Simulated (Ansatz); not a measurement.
System: SiO$_{2}$.

Input

```
crystal:
  lattice:
    - [7.0739289302, 0.0, 0.0]
    - [-3.5369644651, 6.1262021581, 0.0]
    - [0.0, 0.0, 6.5715243384]
  atoms:
    - { symbol: Si, position: [0.5390457011, 0.7695228505, 0.4166666667] }
    - { symbol: Si, position: [0.4609542989, 0.2304771495, 0.9166666667] }
    - { symbol: Si, position: [0.2304771495, 0.4609542989, 0.75] }
    - { symbol: Si, position: [0.7695228505, 0.2304771495, 0.5833333333] }
    - { symbol: Si, position: [0.7695228505, 0.5390457011, 0.25] }
    - { symbol: Si, position: [0.2304771495, 0.7695228505, 0.0833333333] }
    - { symbol: O, position: [0.6077002617, 0.3922997383, 0.0833333333] }
    - { symbol: O, position: [0.0, 0.6953700876, 0.1666666667] }
    - { symbol: O, position: [0.7845994766, 0.3922997383, 0.4166666667] }
    - { symbol: O, position: [0.6953700876, 0.6953700876, 0.3333333333] }
    - { symbol: O, position: [0.3046299124, 0.3046299124, 0.8333333333] }
    - { symbol: O, position: [0.6077002617, 0.2154005234, 0.75] }
    - { symbol: O, position: [0.2154005234, 0.6077002617, 0.9166666667] }
    - { symbol: O, position: [0.3046299124, 0.0, 0.0] }
    - { symbol: O, position: [0.0, 0.3046299124, 0.6666666667] }
    - { symbol: O, position: [0.3922997383, 0.7845994766, 0.25] }
    - { symbol: O, position: [0.3922997383, 0.6077002617, 0.5833333333] }
    - { symbol: O, position: [0.6953700876, 0.0, 0.5] }
basis:
  ecutwfc: 500
kpoints:
  mp_grid: { grid: [6, 6, 4] }
hamiltonian:
  xc: r2scan
scf:
  occupations: { method: gaussian, width: 0.02 }
output:
  forces: true
  stress: true
  eigenvalues: true
  write_density: true
  write_potential: true
  elf: true
  volumetric_format: npy
relax:
  adjacent_minimum: "off"
  f_tol: 0.01
  max_steps: 30
  cell: { stress_tol: 0.1, fix: [volume] }
```

Command:

```sh
ansatz run input.yaml --threads 4 --pin off --max-ram 10240MiB --backend cpu --events-out ev --progress --plain --runs-dir out
```

Below, planes, directions and counts refer to the conventional cell (a = 7.15 Å, b = 7.15 Å, c = 6.42 Å, α = 90.00°, β = 90.00°, γ = 120.00°).

The fields are those of the run's last geometry, not of the input's.

Space group P6₅22; a structure from a database of computed crystals, not necessarily the ambient phase; changed on purpose from its base cell (volume × 0.88, shape and atoms relaxed); computed pressure about 19 GPa in this cell.

Level of theory: Ansatz 0.2.0, DFT r2SCAN, scalar-relativistic, plane waves, PAW.

Q: What can the converged valence pseudo-density and electron localisation function tell about the bonding?

A: Si–O (1.56 Å): ρ at the midpoint is about 1.4 e/Å³; the ELF peaks at about 0.85 between the atoms: a polar covalent bond.

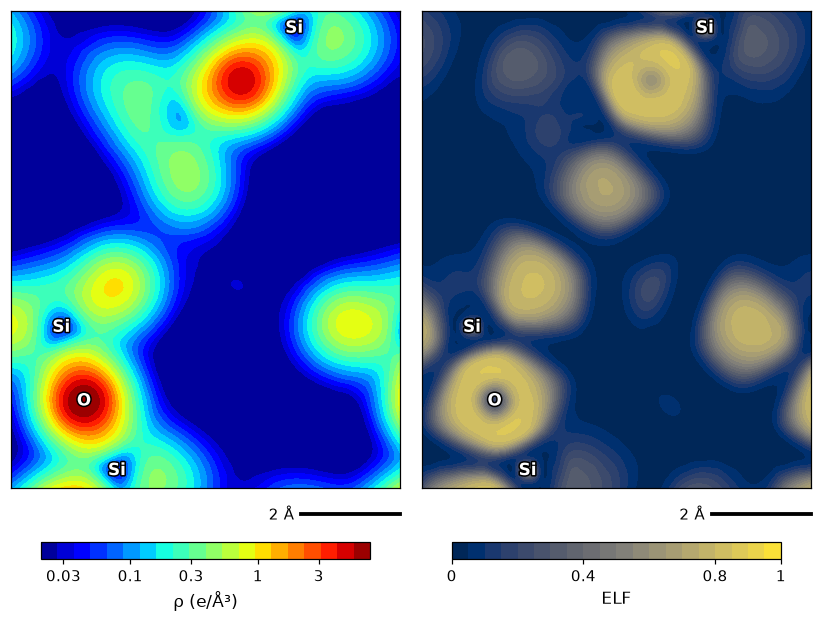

Computed valence pseudo-density and electron localisation function on the (101) plane of the conventional cell, in this order. Atoms just off the plane (Si, 0.3 Å away and O, 0.3 Å away) can leave unmarked features too.

The density is the valence pseudo-density of a PAW calculation; it isn't the true density close to the nuclei.
